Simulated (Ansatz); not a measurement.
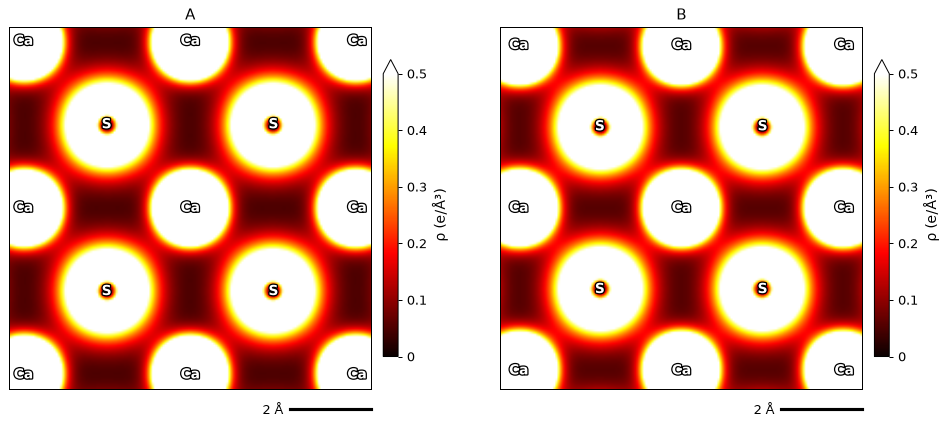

CaS. The valence electron density of two cells that differ in size, on the (101) plane of each (indices in the axes of the calculation cell), at one length scale and on one colour scale: A has 24.1 Å³ an atom and B 22.4.

Method: DFT, PBE, PAW with Ansatz's default frozen-core files, scalar-relativistic (Ansatz).

Core electrons are frozen (PAW), and the valence fields are smoothed inside the atomic spheres.

The larger cell:

```
Ca S
1.0
     0.00000    2.88961    2.88961
     2.88961    0.00000    2.88961
     2.88961    2.88961    0.00000
Ca S
1 1
Direct
  0.00000 0.00000 0.00000
  0.50000 0.50000 0.50000
```

The smaller cell: a = 3.987 Å, b = 3.987 Å, c = 3.987 Å, α = 60.00°, β = 60.00°, γ = 60.00°.

What changes from the larger cell to the smaller?

Answer. From the larger cell to the smaller, Ca–S goes from 2.89 to 2.82 Å, and the density at its midpoint from 0.18 to 0.21 e/Å³; the pressure goes from −1.9 to 2.4 GPa; the Kohn–Sham gap goes from 2.5 eV to 2.4 eV.
